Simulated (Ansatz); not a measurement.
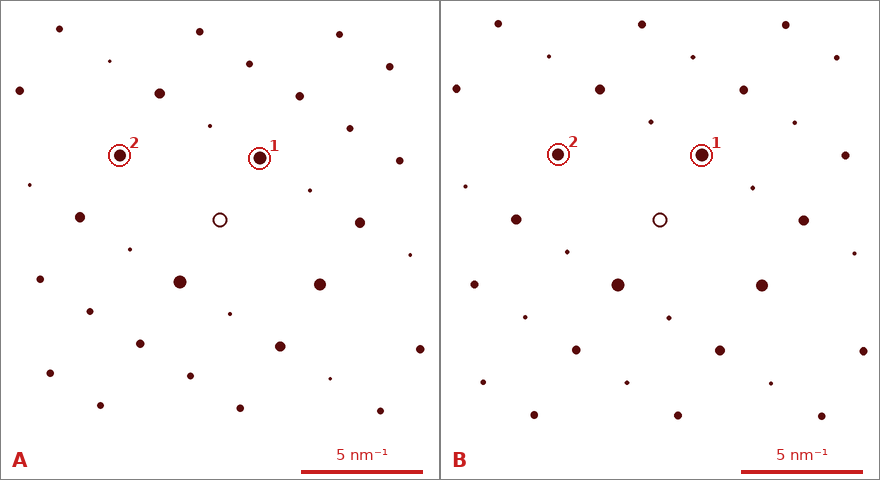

Kinematic electron diffraction patterns (200 kV, B = 0.5 Å², same scale) along [101] of the run's own cell, for the start and the end of one relaxation of PbO with DFT PBE, scalar-relativistic, plane waves, PAW in Ansatz 0.2.0. k mesh 8×8×8. The start is a known structure type, and the relaxation ends in the nearest stationary point of its symmetry, not necessarily the ground state. Spot 1 is -1 0 1 and spot 2 is 0 -2 0 in both.

Start structure:

```yaml
crystal:
  lattice:
    - [3.99130, 0.00000, 0.00000]
    - [0.00000, 3.99130, 0.00000]
    - [0.00000, 0.00000, 5.02937]
  atoms:
    - { symbol: Pb, position: [0.50000, 0.00000, 0.23680] }
    - { symbol: Pb, position: [0.00000, 0.50000, 0.76320] }
    - { symbol: O, position: [0.00000, 0.00000, 0.00000] }
    - { symbol: O, position: [0.50000, 0.50000, 0.00000] }
```

Question: Which pattern belongs to the start structure, and which to the relaxed one?

Answer: B is the start: its cell gives d(1) = 3.126 Å, d(2) = 1.996 Å and an angle of 90.0°. A is the relaxed structure, with d(1) = 3.285 Å (+5.1 %), d(2) = 2.028 Å (+1.6 %) and 90.0°.

Question: What did the relaxation do to the structure and the energy?

Answer: The volume changed by +15.0 % to 23.03 Å³ an atom; with the mean shift removed, the atoms moved by up to 0.14 Å relative to the cell (Pb most); the space group stayed P4/nmm (No. 129); the free energy fell by 18 meV an atom. Relaxed cell: a = 4.057 Å, b = 4.057 Å, c = 5.597 Å, α = 90.00°, β = 90.00°, γ = 90.00°.
